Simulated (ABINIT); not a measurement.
## Ge: G0W0 calculation (part 2 of 3)

The same run, continued: Ge (P6₃/mmc, 4 atoms in the cell); Kohn-Sham DFT of a periodic cell, PBEsol, PseudoDojo NC SR PBEsol v0.4.1 standard, G0W0, no spin polarisation (ABINIT 10.8.3); cutoff 1061.24 eV, 4×4×2 k-mesh, fixed occupations. The structure derives from a Materials Project entry.

Geometry of the input (Å; fractional positions):
```
4.0048  0.0000  0.0000
-2.0024  3.4683  0.0000
0.0000  0.0000  6.5888
Ge 0.3333  0.6667  0.9372
Ge 0.6667  0.3333  0.4372
Ge 0.3333  0.6667  0.5628
Ge 0.6667  0.3333  0.0628
```

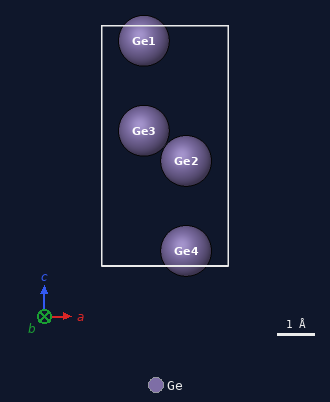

**Figure 1.** The input geometry (spheres-only view of the cell of the calculation, along the b axis; atoms are numbered from 1 in the order of the input). An atom can appear more than once, as a periodic image.

### Log, continued
```
--- !ResultsGS
iteration_state: {dtset: 1, }
comment   : Summary of ground state results
lattice_vectors:
- [  7.5680267,   0.0000000,   0.0000000, ]
- [ -3.7840133,   6.5541034,   0.0000000, ]
- [  0.0000000,   0.0000000,  12.4509833, ]
lattice_lengths: [   7.56803,    7.56803,   12.45098, ]
lattice_angles: [ 90.000,  90.000, 120.000, ] # degrees, (23, 13, 12)
lattice_volume:   6.1758906E+02
convergence: {deltae: -1.017E-11, res2:  7.105E-13, residm:  1.176E-10, diffor: null, }
etotal    :  -3.56796481E+02
entropy   :   0.00000000E+00
fermie    :   1.40985347E-01
cartesian_stress_tensor: # hartree/bohr^3
- [ -5.98534193E-05,   1.00893992E-12,   0.00000000E+00, ]
- [  1.00893992E-12,  -5.98534721E-05,   0.00000000E+00, ]
- [  0.00000000E+00,   0.00000000E+00,   2.24666742E-05, ]
pressure_GPa:   9.5364E-01
xred      :
- [  3.3333E-01,   6.6667E-01,   9.3720E-01, Ge]
- [  6.6667E-01,   3.3333E-01,   4.3720E-01, Ge]
- [  3.3333E-01,   6.6667E-01,   5.6280E-01, Ge]
- [  6.6667E-01,   3.3333E-01,   6.2804E-02, Ge]
cartesian_forces: # hartree/bohr
- [  1.82165630E-26,   1.05173376E-26,  -9.18894234E-04, ]
- [ -3.64331261E-26,  -2.03445832E-36,  -9.18894234E-04, ]
- [  1.82165630E-26,  -5.25866878E-26,   9.18894234E-04, ]
- [ -0.00000000E+00,   4.20693502E-26,   9.18894234E-04, ]
force_length_stats: {min:   9.18894234E-04, max:   9.18894234E-04, mean:   9.18894234E-04, }
...

 Integrated electronic density in atomic spheres:
 ------------------------------------------------
 Atom  Sphere_radius  Integrated_density
    1        2.00000         11.56067304
    2        2.00000         11.56067304
    3        2.00000         11.56067304
    4        2.00000         11.56067304
================================================================================

 ----iterations are completed or convergence reached----

 Mean square residual over all n,k,spin=   52.740E-14; max=  11.761E-11
 reduced coordinates (array xred) for    4 atoms
       0.333333333333      0.666666666667      0.937196480000
       0.666666666667      0.333333333333      0.437196480000
       0.333333333333      0.666666666667      0.562803520000
       0.666666666667      0.333333333333      0.062803520000
 rms dE/dt=  6.6055E-03; max dE/dt=  1.1441E-02; dE/dt below (all hartree)
    1      -0.000000000000      0.000000000000      0.011441136747
    2       0.000000000000     -0.000000000000      0.011441136747
    3      -0.000000000000      0.000000000000     -0.011441136747
    4       0.000000000000     -0.000000000000     -0.011441136747

 cartesian coordinates (angstrom) at end:
    1     -0.00000000012911     2.31218809841784     6.17497824218921
    2      2.00241362856760     1.15609404920892     2.88058993943480
    3     -0.00000000012911     2.31218809841784     3.70818666607401
    4      2.00241362856760     1.15609404920892     0.41379836331960

 cartesian forces (hartree/bohr) at end:
    1      0.00000000000000     0.00000000000000    -0.00091889423361
    2     -0.00000000000000    -0.00000000000000    -0.00091889423361
    3      0.00000000000000    -0.00000000000000     0.00091889423361
    4     -0.00000000000000     0.00000000000000     0.00091889423361
 frms,max,avg= 5.3052383E-04 9.1889423E-04   0.000E+00  0.000E+00  0.000E+00 h/b

 cartesian forces (eV/Angstrom) at end:
    1      0.00000000000000     0.00000000000000    -0.04725144131626
    2     -0.00000000000000    -0.00000000000000    -0.04725144131626
    3      0.00000000000000    -0.00000000000000     0.04725144131626
    4     -0.00000000000000     0.00000000000000     0.04725144131626
 frms,max,avg= 2.7280632E-02 4.7251441E-02   0.000E+00  0.000E+00  0.000E+00 e/A
 length scales=  7.568026697800  7.568026706100 12.450983289200 bohr
              =  4.004827257264  4.004827261656  6.588776605509 angstroms
 Fermi (or HOMO) energy (hartree) =   0.14099   Average Vxc (hartree)=  -0.37410
 Eigenvalues (hartree) for nkpt=   8  k points:
 kpt#   1, nband= 28, wtk=  0.03125, kpt=  0.0000  0.0000  0.0000 (reduced coord)
  -0.77232   -0.77232   -0.77112   -0.77089   -0.77089   -0.77061   -0.77004   -0.77004
  -0.76809   -0.76809   -0.76363   -0.76363   -0.76318   -0.76257   -0.76239   -0.76239
  -0.76175   -0.76175   -0.76066   -0.76066   -0.32667   -0.25116   -0.13696    0.08792
   0.08792    0.13598    0.13776    0.14099
 prteigrs : prtvol=0 or 1, do not print more k-points.

--- !EnergyTerms
iteration_state     : {dtset: 1, }
comment             : Components of total free energy in Hartree
kinetic             :  2.67938168275826E+02
hartree             :  1.11340932232951E+02
xc                  : -8.63775661126545E+01
Ewald energy        : -1.96534313161371E+02
psp_core            :  1.11956695606111E+01
local_psp           : -2.75727354716227E+02
non_local_psp       : -1.88632016721658E+02
total_energy        : -3.56796480642521E+02
total_energy_eV     : -9.70892684597031E+03
band_energy         : -3.16954920543327E+01
...

 Cartesian components of stress tensor (hartree/bohr^3)
  sigma(1 1)= -5.98534193E-05  sigma(3 2)=  0.00000000E+00
  sigma(2 2)= -5.98534721E-05  sigma(3 1)=  0.00000000E+00
  sigma(3 3)=  2.24666742E-05  sigma(2 1)=  1.00893992E-12

-Cartesian components of stress tensor (GPa)         [Pressure=  9.5364E-01 GPa]
- sigma(1 1)= -1.76094839E+00  sigma(3 2)=  0.00000000E+00
- sigma(2 2)= -1.76094995E+00  sigma(3 1)=  0.00000000E+00
- sigma(3 3)=  6.60992375E-01  sigma(2 1)=  2.96840372E-08

================================================================================
== DATASET  2 ==================================================================

--- !DatasetInfo
iteration_state: {dtset: 2, }
dimensions: {natom: 4, nkpt: 8, mband: 268, nsppol: 1, nspinor: 1, nspden: 1, mpw: 7223, }
cutoff_energies: {ecut:  39.0, pawecutdg:  -1.0, }
electrons: {nelect:   5.60000000E+01, charge:   0.00000000E+00, occopt:   1.00000000E+00, tsmear:   1.00000000E-02, }
meta: {optdriver: 0, ionmov: 0, optcell: 0, iscf: -2, paral_kgb: 0, }
...

 mkfilename : getden/=0, take file _DEN from output of DATASET   1.

 Real(R)+Recip(G) space primitive vectors, cartesian coordinates (Bohr,Bohr^-1):
 R(1)=  7.5680267  0.0000000  0.0000000  G(1)=  0.1321348  0.0762881  0.0000000
 R(2)= -3.7840133  6.5541034  0.0000000  G(2)=  0.0000000  0.1525762  0.0000000
 R(3)=  0.0000000  0.0000000 12.4509833  G(3)=  0.0000000  0.0000000  0.0803149
 Unit cell volume ucvol=  6.1758906E+02 bohr^3
 Angles (23,13,12)=  9.00000000E+01  9.00000000E+01  1.20000000E+02 degrees

 getcut: wavevector=  0.0000  0.0000  0.0000  ngfft=  45  45  72
         ecut(hartree)=     39.000   => boxcut(ratio)=   2.05699
--------------------------------------------------------------------------------

================================================================================
 Non-SCF case, kpt    1 (  0.00000  0.00000  0.00000), residuals and eigenvalues=
  9.90E-13  6.94E-14  7.80E-13  7.25E-13  8.12E-13  6.69E-13  6.59E-13  4.68E-13
  4.39E-13  4.06E-13  4.54E-13  6.76E-13  4.78E-13  5.70E-13  7.50E-13  5.85E-13
  7.65E-13  8.75E-14  5.39E-14  8.20E-13  8.03E-13  2.35E-13  2.08E-13  2.30E-13
  2.15E-13  2.00E-13  4.85E-13  1.76E-13  2.86E-13  3.15E-13  2.16E-13  1.76E-13
  2.87E-13  6.27E-13  2.38E-13  4.62E-13  3.29E-13  2.46E-13  4.09E-13  4.29E-13
  2.20E-13  3.07E-13  4.70E-13  5.85E-13  2.27E-13  4.63E-13  3.62E-13  3.19E-13
  3.31E-13  3.99E-13  4.75E-13  4.62E-13  4.69E-13  4.21E-13  7.44E-13  2.63E-13
  4.16E-13  8.01E-13  3.32E-13  6.16E-13  6.55E-13  4.34E-13  9.75E-13  1.21E-13
  2.61E-13  2.73E-13  7.77E-13  8.73E-14  4.33E-13  5.76E-13  6.46E-13  7.77E-13
  9.78E-13  2.15E-13  2.46E-13  3.36E-13  9.69E-14  2.68E-13  2.12E-13  1.03E-13
  5.71E-13  1.60E-13  6.72E-13  2.57E-13  7.81E-13  9.68E-13  7.45E-13  5.35E-13
  8.88E-14  7.56E-13  6.11E-13  9.05E-14  8.90E-13  9.32E-13  8.95E-13  9.45E-13
  1.63E-13  1.52E-13  4.84E-13  2.00E-13  6.77E-14  1.75E-13  7.79E-13  7.68E-14
  8.73E-13  8.09E-13  1.00E-12  5.46E-13  2.17E-13  4.30E-13  7.73E-13  6.54E-13
  1.79E-13  2.54E-13  6.92E-14  6.70E-14  4.85E-13  1.47E-13  1.22E-13  1.36E-13
  9.52E-13  4.82E-13  2.28E-13  2.20E-13  9.27E-13  5.12E-13  5.60E-13  5.02E-13
  3.72E-13  2.50E-13  1.34E-13  7.61E-14  5.71E-14  7.86E-13  1.53E-13  4.56E-14
  4.85E-13  1.56E-13  6.72E-14  9.33E-13  4.44E-13  1.69E-13  3.62E-13  2.00E-13
  5.32E-14  3.47E-13  4.63E-13  2.77E-13  6.27E-14  5.97E-13  8.74E-14  6.19E-13
  7.50E-13  7.43E-14  8.30E-14  4.38E-13  3.73E-13  8.19E-14  1.45E-13  4.08E-13
  2.08E-13  9.49E-13  3.12E-13  4.89E-13  1.22E-13  3.48E-13  1.82E-13  3.03E-13
  2.67E-13  3.78E-13  4.51E-13  6.31E-13  4.29E-13  5.27E-13  7.57E-13  7.41E-13
  7.59E-13  2.52E-13  3.60E-13  6.35E-13  4.65E-13  2.89E-13  3.06E-13  5.93E-13
  9.08E-13  5.23E-13  5.88E-13  8.93E-14  7.84E-13  2.06E-13  1.85E-13  3.59E-13
  4.81E-13  3.12E-13  2.09E-13  2.94E-13  3.92E-13  4.09E-13  3.00E-13  2.97E-13
  7.92E-13  6.08E-13  2.79E-13  5.08E-13  4.10E-13  3.30E-13  8.43E-13  3.13E-13
  3.38E-13  2.55E-13  3.69E-13  4.71E-13  3.60E-13  4.75E-13  8.53E-13  3.45E-13
  7.23E-13  5.10E-13  4.17E-13  9.21E-13  8.28E-13  5.15E-13  2.12E-13  9.36E-13
  5.88E-13  4.08E-13  6.55E-13  5.72E-13  7.80E-13  4.39E-13  8.30E-13  3.00E-13
  2.76E-13  9.52E-13  4.16E-13  3.17E-13  9.13E-13  8.79E-13  2.97E-13  8.44E-13
  3.15E-13  5.77E-13  6.59E-13  7.68E-13  6.53E-13  4.78E-13  5.47E-13  5.33E-13
  6.83E-13  1.30E-12  1.15E-12  3.09E-12  5.35E-12  4.04E-12  1.18E-11  1.04E-11
  2.93E-11  2.34E-11  9.97E-12  1.47E-11  1.74E-11  5.74E-10  1.14E-09  4.67E-06
  5.24E-06  1.53E-06  1.16E-04  1.29E-03
 -7.7232E-01 -7.7232E-01 -7.7112E-01 -7.7089E-01 -7.7089E-01 -7.7061E-01
 -7.7004E-01 -7.7004E-01 -7.6809E-01 -7.6809E-01 -7.6363E-01 -7.6363E-01
 -7.6318E-01 -7.6257E-01 -7.6239E-01 -7.6239E-01 -7.6175E-01 -7.6175E-01
 -7.6066E-01 -7.6066E-01 -3.2667E-01 -2.5116E-01 -1.3696E-01  8.7919E-02
  8.7919E-02  1.3598E-01  1.3776E-01  1.4099E-01  1.4713E-01  1.4713E-01
  2.2458E-01  2.2458E-01  2.4399E-01  3.0899E-01  3.0899E-01  3.6165E-01
  4.1030E-01  4.1030E-01  4.4681E-01  4.7708E-01  4.8879E-01  4.8879E-01
  4.9133E-01  5.4188E-01  6.6267E-01  6.6267E-01  6.9992E-01  7.0889E-01
  7.0889E-01  7.8494E-01  7.8494E-01  8.0338E-01  8.0338E-01  8.7489E-01
  9.0941E-01  9.2429E-01  9.2489E-01  1.0768E+00  1.0768E+00  1.1121E+00
  1.1169E+00  1.1169E+00  1.1360E+00  1.1420E+00  1.1420E+00  1.1682E+00
  1.1776E+00  1.1776E+00  1.2239E+00  1.2831E+00  1.2831E+00  1.2887E+00
  1.2887E+00  1.3115E+00  1.3115E+00  1.3312E+00  1.3312E+00  1.3609E+00
  1.3612E+00  1.3755E+00  1.3983E+00  1.3983E+00  1.4213E+00  1.4213E+00
  1.4705E+00  1.5308E+00  1.5311E+00  1.5526E+00  1.5879E+00  1.5879E+00
  1.5947E+00  1.5947E+00  1.6023E+00  1.6023E+00  1.6208E+00  1.6208E+00
  1.6229E+00  1.6339E+00  1.6386E+00  1.6386E+00  1.6387E+00  1.6395E+00
  1.6541E+00  1.6541E+00  1.6618E+00  1.6808E+00  1.6808E+00  1.6926E+00
  1.6946E+00  1.6946E+00  1.7145E+00  1.7982E+00  1.8349E+00  1.8349E+00
  1.8447E+00  1.8447E+00  1.8554E+00  1.9593E+00  1.9868E+00  2.0360E+00
  2.0561E+00  2.0561E+00  2.0644E+00  2.0644E+00  2.0917E+00  2.1212E+00
  2.1212E+00  2.1231E+00  2.1231E+00  2.1365E+00  2.1365E+00  2.1394E+00
  2.1434E+00  2.1434E+00  2.1454E+00  2.2067E+00  2.2077E+00  2.2077E+00
  2.2278E+00  2.2278E+00  2.2767E+00  2.2970E+00  2.2970E+00  2.3007E+00
  2.3031E+00  2.3133E+00  2.3133E+00  2.3287E+00  2.3287E+00  2.3490E+00
  2.3490E+00  2.4220E+00  2.4572E+00  2.4583E+00  2.4884E+00  2.6906E+00
  2.6906E+00  2.7136E+00  2.7188E+00  2.7230E+00  2.7230E+00  2.7343E+00
  2.7367E+00  2.7367E+00  2.7470E+00  2.7470E+00  2.7473E+00  2.7474E+00
  2.8310E+00  2.8428E+00  2.8428E+00  2.8695E+00  2.8734E+00  2.8734E+00
  2.8786E+00  2.8900E+00  2.8900E+00  2.9118E+00  2.9118E+00  2.9204E+00
  2.9770E+00  2.9808E+00  2.9888E+00  2.9888E+00  3.0066E+00  3.0068E+00
  3.0068E+00  3.0456E+00  3.0456E+00  3.0605E+00  3.0605E+00  3.0820E+00
  3.0820E+00  3.0849E+00  3.0849E+00  3.0886E+00  3.1146E+00  3.1179E+00
  3.1292E+00  3.1292E+00  3.1466E+00  3.1489E+00  3.1489E+00  3.1723E+00
  3.1723E+00  3.1734E+00  3.1734E+00  3.1862E+00  3.1976E+00  3.2097E+00
  3.2097E+00  3.2101E+00  3.2101E+00  3.2167E+00  3.2422E+00  3.2438E+00
  3.2827E+00  3.3080E+00  3.3080E+00  3.3337E+00  3.3337E+00  3.3365E+00
  3.3553E+00  3.3637E+00  3.3637E+00  3.3881E+00  3.3881E+00  3.3925E+00
  3.3925E+00  3.3943E+00  3.4106E+00  3.4114E+00  3.4114E+00  3.4194E+00
  3.4559E+00  3.4880E+00  3.4880E+00  3.4891E+00  3.4891E+00  3.5304E+00
  3.5304E+00  3.5383E+00  3.5383E+00  3.5404E+00  3.5585E+00  3.5585E+00
  3.5606E+00  3.5759E+00  3.5759E+00  3.6019E+00  3.6019E+00  3.6141E+00
  3.6215E+00  3.6244E+00  3.6284E+00  3.6284E+00  3.6368E+00  3.6368E+00
  3.6431E+00  3.6431E+00  3.6474E+00  3.6632E+00  3.7034E+00  3.7878E+00
  3.7893E+00  3.7941E+00  3.8308E+00  3.8342E+00
 prteigrs : prtvol=0 or 1, do not print more k-points.

--- !ResultsGS
iteration_state: {dtset: 2, }
comment   : Summary of ground state results
lattice_vectors:
- [  7.5680267,   0.0000000,   0.0000000, ]
- [ -3.7840133,   6.5541034,   0.0000000, ]
- [  0.0000000,   0.0000000,  12.4509833, ]
lattice_lengths: [   7.56803,    7.56803,   12.45098, ]
lattice_angles: [ 90.000,  90.000, 120.000, ] # degrees, (23, 13, 12)
lattice_volume:   6.1758906E+02
convergence: {deltae:  0.000E+00, res2:  0.000E+00, residm:  9.997E-13, diffor:  0.000E+00, }
etotal    :  -3.56796481E+02
entropy   :   0.00000000E+00
fermie    :   1.40985347E-01
cartesian_stress_tensor: null
pressure_GPa: null
xred      :
- [  3.3333E-01,   6.6667E-01,   9.3720E-01, Ge]
- [  6.6667E-01,   3.3333E-01,   4.3720E-01, Ge]
- [  3.3333E-01,   6.6667E-01,   5.6280E-01, Ge]
- [  6.6667E-01,   3.3333E-01,   6.2804E-02, Ge]
cartesian_forces: null
force_length_stats: {min: null, max: null, mean: null, }
...

 Integrated electronic density in atomic spheres:
 ------------------------------------------------
 Atom  Sphere_radius  Integrated_density
    1        2.00000         11.56067304
    2        2.00000         11.56067304
    3        2.00000         11.56067304
    4        2.00000         11.56067304
================================================================================

 ----iterations are completed or convergence reached----

 Mean square residual over all n,k,spin=   42.964E-14; max=  99.973E-14
 reduced coordinates (array xred) for    4 atoms
       0.333333333333      0.666666666667      0.937196480000
       0.666666666667      0.333333333333      0.437196480000
       0.333333333333      0.666666666667      0.562803520000
       0.666666666667      0.333333333333      0.062803520000
```
